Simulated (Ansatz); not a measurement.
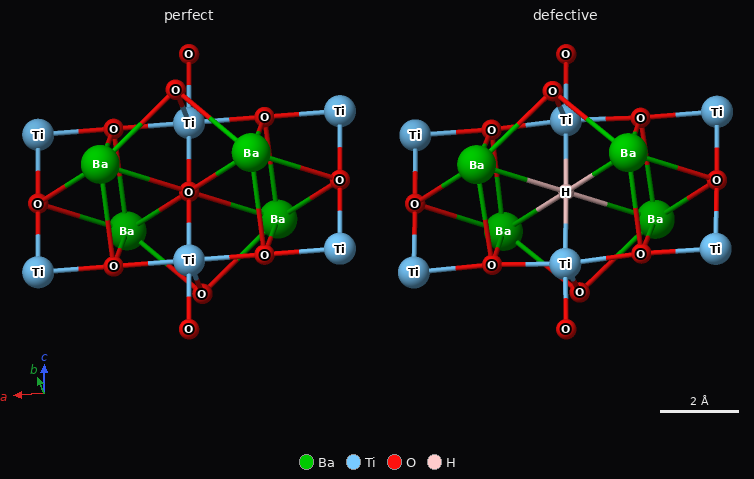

Left: perfect BaTiO₃. Right: the same region with one point defect, after relaxing the atoms in a supercell of 40 sites. The picture is a ball-and-stick view of the atoms within 4.6 Å of one point, in a slice 4.2 Å thick across the line of sight, seen from a free direction.

Level of theory: DFT, PBEsol, PAW, plane waves in Ansatz. (plane-wave cutoff 420 eV; k-point mesh 1 × 1 × 1; mesh shifted by (0.25, 0.25, 0.25); no spin polarisation) Fermi-Dirac smearing of 0.01 eV. A uniform background neutralises the charged cell. The axes drawn are those of the host's conventional cell.

> What kind of defect was made?

An oxygen atom is replaced by hydrogen.

The charge state of the cell is −1.

> How does the lattice respond?

In the host the O atom has 2 Ti at 1.99 Å; the H atom ends with 2 Ti at 2.08 Å. Of the host's atoms, a titanium atom moves furthest from its site, by 0.09 Å.

Limits of the set-up: the periodic images lie only 7.9 Å apart, so the values are limited by the cell's size; the cell is charged, on a uniform background, and energies carry no finite-size correction.
